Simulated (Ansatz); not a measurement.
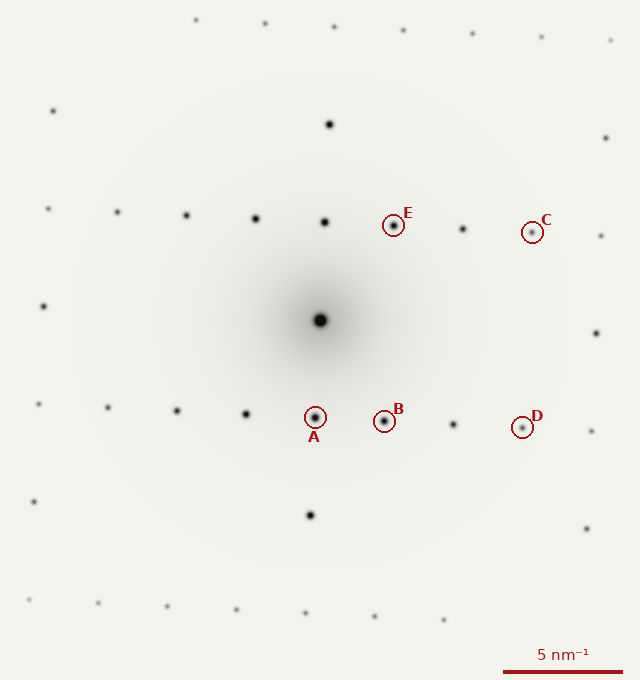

Simulated selected-area electron diffraction pattern (200 kV, kinematic approximation, thin crystal, B = 0.8 Å² for all atoms). The zone axis points towards the electron source and the pattern is seen from the source side.

The sample is Ru, space group Pm-3n (No. 223), a = 4.846 Å. Structure: coordinates from a relaxation with DFT, PBE, plane waves (420 eV) with PAW, scalar-relativistic (Ansatz); the starting structure was generated, so it need not be a known form of this composition.

Spot A is indexed 0 0 -2 and spot B -1 1 -2.

Index the other marked spots.

C = −4A + 3B = -3 3 2 (d = 1.033 Å). D = −2A + 3B = -3 3 -2 (d = 1.033 Å). E = −2A + B = -1 1 2 (d = 1.978 Å).

Which zone axis is this?

The cross product of A and B is parallel to [110]; every spot obeys hu + kv + lw = 0.

What are the spacings of A and B and the angle between them?

d(A) = 2.423 Å, d(B) = 1.978 Å, and the angle is 35.3°.
